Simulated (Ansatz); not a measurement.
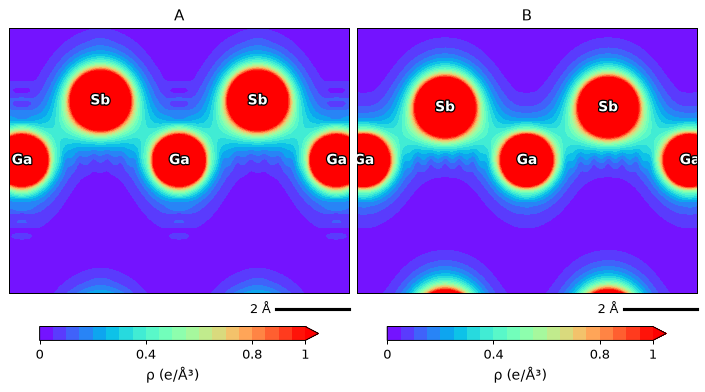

GaSb. The valence charge density (pseudo) of two cells that differ in size and shape, on the (010) plane of each (indices in the axes of the calculation cell), at one length scale and on one colour scale; one has 29.3 and the other 30.8 Å³ an atom.

The calculation used DFT PBE, scalar-relativistic, plane waves, PAW in Ansatz 0.2.0.

In a PAW calculation such maps are meaningful between the atoms, not at the nuclei.

**Which panel shows the smaller cell, and what does the compression change?**

Panel B is the smaller cell, by 5 % in volume. From the larger cell to the smaller, Ga–Sb goes from 2.72 to 2.68 Å, and the density at its midpoint from 0.38 to 0.4 e/Å³; the pressure goes from −1.1 to 1.0 GPa.
